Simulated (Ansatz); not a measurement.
## Run report: La5O, geometry relaxation (part 2 of 2)

La5O (F-43m, 6 atoms in the cell); DFT PBE, scalar-relativistic, plane waves, PAW, no spin polarisation (Ansatz 0.2.0); cutoff 420 eV, 8×8×8 k-mesh, Gaussian smearing of 0.1 eV. The structure was made by a generator, so it may or may not be a known phase.

Geometry of the input (Å; fractional positions):
```
0.0000  4.6400  4.6400
4.6400  0.0000  4.6400
4.6400  4.6400  0.0000
La 0.3759  0.3759  0.8723
La 0.3759  0.8723  0.3759
La 0.8723  0.3759  0.3759
La 0.3759  0.3759  0.3759
La 0.7500  0.7500  0.7500
O  0.0000  0.0000  0.0000
```

```
basis re-selected at this cell: Δ(F+E_penalty+E_count) = +1.024e-3 eV, ΔP = -0.008 GPa vs the last step (what re-selecting the basis moved, of the pressure what is left beyond the Pulay correction that the steps carried, after the strain that the cell walked since its last selection, with what the two solves' SCF thresholds leave and, on support functions, any second-order correction that the steps lacked; it is no measure of the basis error at this ecutwfc). This SCF's stress stands 6.57e-3 GPa from its target on what of the cell is left free (relax.cell.stress_tol is 5.00e-2 GPa) and its largest allowed force component is 5.91e-3 eV/Å (relax.f_tol is 1.00e-2 eV/Å): within both
SCF converged after 6 iterations
Free energy (F): -31812.482672 eV
Harris-Foulkes:  -31812.482672 eV  (|F-HF|=0.00e0)
Internal energy: -31812.422619 eV  (E = F + TS)
E sigma→0 (E₀):  -31812.452645 eV
Entropy (-TS):   -0.060053 eV (-10.009 meV/atom)
Fermi energy:    10.208888 eV
--- Per-component energies (eV) ---
  E_band       = -244.697644
  E_kinetic    = 1144.797149
  E_local      = -2213.075059  (includes V_loc(G=0)·N_el)
  E_nonlocal   = 523.993595
  E_hartree    = 740.705980
  E_xc         = -771.545912
  E_vxc        = -833.688724  (∫ρ·V_xc dr)
  E_paw        = -27237.176426  (= ΣΔE_a)
  E_vpaw       = -348.138734  (= ΣTr[D̂ρ^β])
  E_aug_tail   = 0.002232  (compensation charges beyond the density's cutoff)
  E_ewald      = -4000.124178
  E_smearing   = -0.060053  (= −TS)
  E_closure    = -0.000000  (closes the sum)
  Σ components = -31812.482672   (vs F -31812.482672, Δ=0.00e0)
--- Forces (eV/Å), atoms counted from 1 ---
  atom   1  La     0.00591241     0.00591241    -0.00591241
  atom   2  La     0.00591241    -0.00591241     0.00591241
  atom   3  La    -0.00591241     0.00591241     0.00591241
  atom   4  La    -0.00591241    -0.00591241    -0.00591241
  atom   5  La     0.00000000     0.00000000     0.00000000
  atom   6  O     -0.00000000    -0.00000000    -0.00000000
  max |Σ_I F_I| component: 8.82e-17 eV/Å
--- Stress (GPa, compression-positive) ---
       -0.006569      -0.000000      -0.000000
       -0.000000      -0.006569      -0.000000
       -0.000000       0.000000      -0.006569
  P = ⅓ Tr σ = -0.0066 GPa (-0.066 kbar)
--- Band table (eV; the first three rows and the last of 29) ---
  k-point 0: bands = ["-22.7602", "-22.6017", "-22.1267", "-22.1267", "-22.1267", "-8.2700", "-7.0991", "-7.0991", "-7.0991", "-6.5422", "-6.5422", "-6.2581", "-6.2581", "-6.2581", "-5.3909", "-5.3255", "-5.3255", "-5.3255", "-4.8909", "-4.8909", "-4.8909", "7.6400", "8.1189", "8.3642", "8.3642", "8.3642", "8.9739", "8.9739", "8.9739", "9.9958", "9.9958", "10.6361", "10.6361", "10.6361", "11.5259", "11.6100", "11.6100"]
  k-point 1: bands = ["-22.7478", "-22.5999", "-22.1438", "-22.1268", "-22.1268", "-8.2053", "-7.0714", "-7.0706", "-7.0706", "-6.5443", "-6.5443", "-6.2689", "-6.2351", "-6.2351", "-5.3917", "-5.3755", "-5.3755", "-5.3253", "-5.0196", "-4.9084", "-4.9084", "7.7601", "8.0317", "8.3939", "8.3939", "8.6053", "9.0792", "9.0792", "9.1057", "10.0527", "10.0527", "10.4752", "10.5693", "10.5693", "11.4173", "11.5408", "11.5408"]
  k-point 2: bands = ["-22.7164", "-22.5929", "-22.1892", "-22.1272", "-22.1272", "-8.0392", "-7.0066", "-7.0066", "-6.9766", "-6.5184", "-6.5184", "-6.2942", "-6.1868", "-6.1868", "-5.5237", "-5.5237", "-5.4435", "-5.3248", "-5.3154", "-4.9410", "-4.9410", "7.8983", "8.1658", "8.4776", "8.4776", "9.0648", "9.3180", "9.3180", "9.3813", "10.1316", "10.1316", "10.2299", "10.5543", "10.5543", "11.1529", "11.3952", "11.3952"]
  k-point 28: bands = ["-22.6626", "-22.4820", "-22.3707", "-22.1287", "-22.1272", "-7.2873", "-7.1129", "-6.7924", "-6.6410", "-6.4835", "-6.4791", "-6.3947", "-6.0920", "-6.0429", "-6.0234", "-5.8717", "-5.6023", "-5.5839", "-5.3662", "-5.2175", "-5.2101", "8.4054", "8.6109", "8.6636", "9.3928", "9.5488", "9.5709", "9.8383", "10.0352", "10.0932", "10.1068", "10.3570", "10.3876", "10.7047", "11.0784", "11.2010", "11.4548"]
--- Relaxed structure (3 steps of the walk, 3 accepted, 1 SCFs on fresh bases) ---
  F+E_penalty+E_count = -31812.48267179 eV   max|allowed force component| = 5.912e-3 eV/Å   (the final SCF, on the basis selected at the relaxed cell)
  cell:  # Å, volume = 197.0228 Å³
    - [-8.6621324559225e-34, 4.6184422082564245, 4.6184422082564245]
    - [4.6184422082564245, -3.7196215840137806e-33, 4.6184422082564245]
    - [4.6184422082564245, 4.6184422082564245, -2.4457785757898835e-33]
  atoms:
    - { symbol: La, position: [0.37763973187733035, 0.37763973187733035, 0.8670808043680089] }
    - { symbol: La, position: [0.37763973187733035, 0.8670808043680089, 0.37763973187733035] }
    - { symbol: La, position: [0.8670808043680089, 0.37763973187733035, 0.37763973187733035] }
    - { symbol: La, position: [0.37763973187733035, 0.37763973187733035, 0.37763973187733035] }
    - { symbol: La, position: [0.75, 0.75, 0.75] }
    - { symbol: O, position: [-1.2462192449977706e-19, 0.0, 6.23109622498887e-20] }
```

### Trajectory as extended XYZ (Å, eV, eV/Å), 4 frames, from step=1 to step=4
```
6
Lattice="0.0000 4.6400 4.6400 4.6400 0.0000 4.6400 4.6400 4.6400 0.0000" Properties=species:S:1:pos:R:3:forces:R:3 step=1 energy=-31812.47386 pressure_GPa=-0.32
La    5.7917    5.7917    3.4882   -0.0630  -0.0630   0.0630
La    5.7917    3.4882    5.7917   -0.0630   0.0630  -0.0630
La    3.4882    5.7917    5.7917    0.0630  -0.0630  -0.0630
La    3.4882    3.4882    3.4882    0.0630   0.0630   0.0630
La    6.9599    6.9599    6.9599    0.0000   0.0000   0.0000
O     0.0000    0.0000    0.0000    0.0000   0.0000   0.0000
6
Lattice="0.0000 4.6247 4.6247 4.6247 0.0000 4.6247 4.6247 4.6247 0.0000" Properties=species:S:1:pos:R:3:forces:R:3 step=2 energy=-31812.48186 pressure_GPa=-0.10
La    5.7645    5.7645    3.4849   -0.0311  -0.0311   0.0311
La    5.7645    3.4849    5.7645   -0.0311   0.0311  -0.0311
La    3.4849    5.7645    5.7645    0.0311  -0.0311  -0.0311
La    3.4849    3.4849    3.4849    0.0311   0.0311   0.0311
La    6.9370    6.9370    6.9370    0.0000   0.0000   0.0000
O     0.0000    0.0000    0.0000    0.0000   0.0000   0.0000
6
Lattice="0.0000 4.6184 4.6184 4.6184 0.0000 4.6184 4.6184 4.6184 0.0000" Properties=species:S:1:pos:R:3:forces:R:3 step=3 energy=-31812.48370 pressure_GPa=0.00
La    5.7487    5.7487    3.4882    0.0060   0.0060  -0.0060
La    5.7487    3.4882    5.7487    0.0060  -0.0060   0.0060
La    3.4882    5.7487    5.7487   -0.0060   0.0060   0.0060
La    3.4882    3.4882    3.4882   -0.0060  -0.0060  -0.0060
La    6.9277    6.9277    6.9277    0.0000   0.0000   0.0000
O     0.0000    0.0000    0.0000    0.0000   0.0000   0.0000
6
Lattice="0.0000 4.6184 4.6184 4.6184 0.0000 4.6184 4.6184 4.6184 0.0000" Properties=species:S:1:pos:R:3:forces:R:3 step=4 energy=-31812.48267 pressure_GPa=-0.01
La    5.7487    5.7487    3.4882    0.0059   0.0059  -0.0059
La    5.7487    3.4882    5.7487    0.0059  -0.0059   0.0059
La    3.4882    5.7487    5.7487   -0.0059   0.0059   0.0059
La    3.4882    3.4882    3.4882   -0.0059  -0.0059  -0.0059
La    6.9277    6.9277    6.9277    0.0000   0.0000   0.0000
O     0.0000    0.0000    0.0000    0.0000   0.0000   0.0000
```

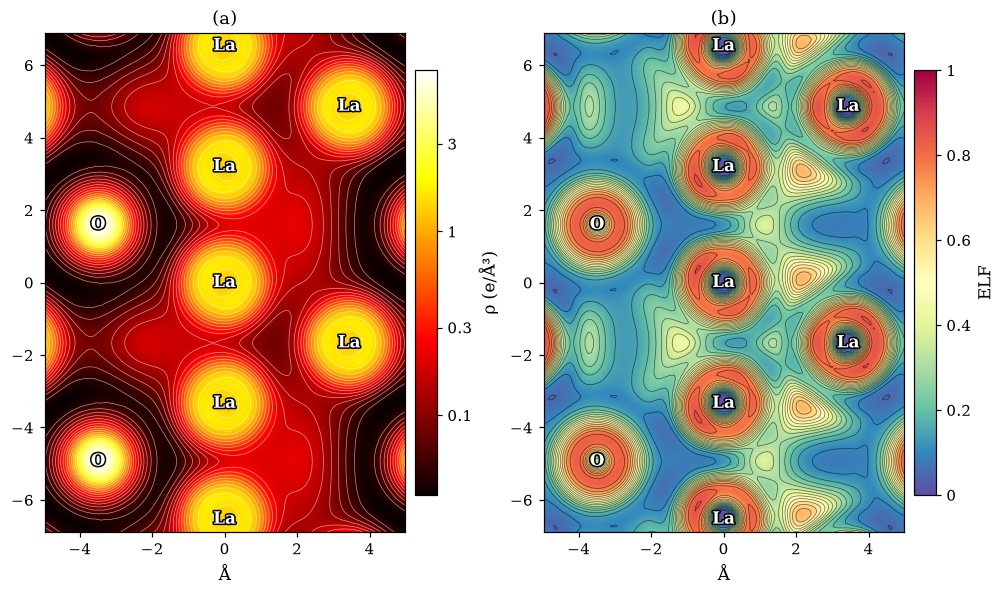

Figure 1. (a) valence electron density; (b) ELF on the (011) plane of the conventional cell. Atoms in the plane: La and O. Away from the nuclei the density in this plane falls to 0.04 e/Å³ at its lowest.The strong features right at La lie inside the PAW spheres (semicore, d or f shells) and say nothing about bonding. Core electrons are frozen (PAW), so the fields are smoothed inside the atomic spheres.

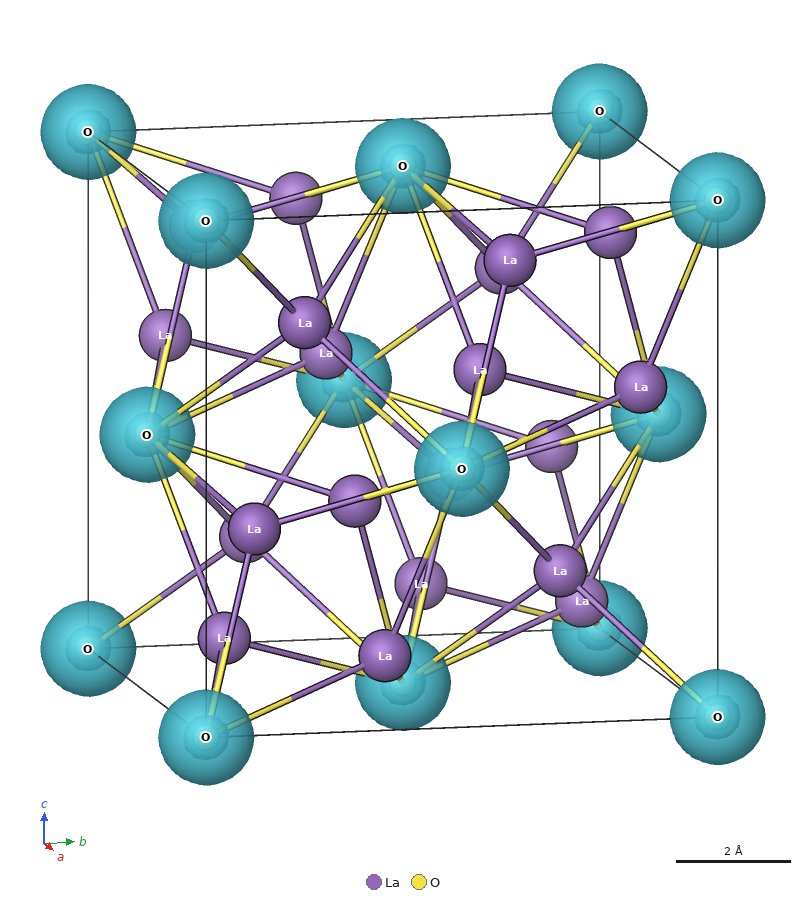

Figure 2. Isosurface of the electron localisation function at 0.75 (cyan), seen slightly off an axis. Only the valence region is drawn (cores and ρ < 0.01 e/Å³ removed). Sticks mark near contacts. The outline is the cell set on symmetry axes.
